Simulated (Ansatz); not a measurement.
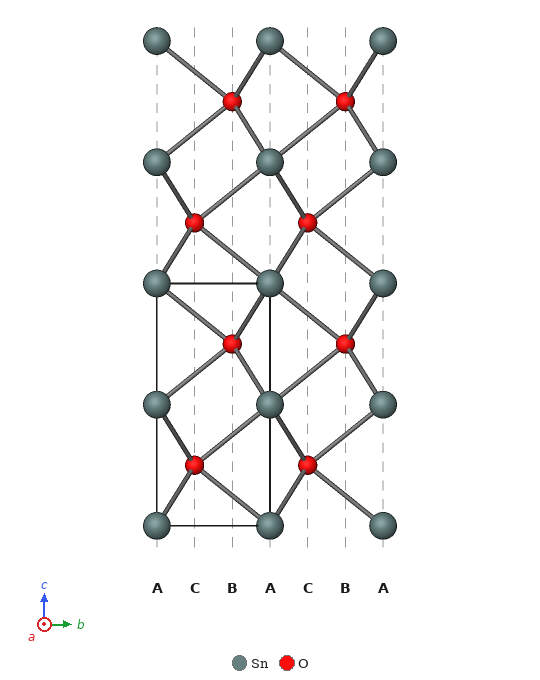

Projection along an edge of the hexagonal mesh, stacking direction c upwards. The dashed lines mark the three columns A (0, 0), B (1/3, 2/3) and C (2/3, 1/3). The sequence starts with the first layer at or above the cell's origin.

SnO: the end point of a relaxation with DFT PBE, scalar-relativistic, plane waves, PAW (Ansatz); the starting structure was generated, so it need not be a known form of this composition.

Q: Read off the stacking sequence over one period.

A: Sn(A) – O(C) – Sn(A) – O(B) (four layers in 6.44 Å).

Q: How are the O layers alone stacked?

A: O layers alone: CB, the hexagonal close-packed type.

Q: Which positions between or in the O layers do the other atoms fill?

A: Sn: two octahedral sites (per hexagonal cell).
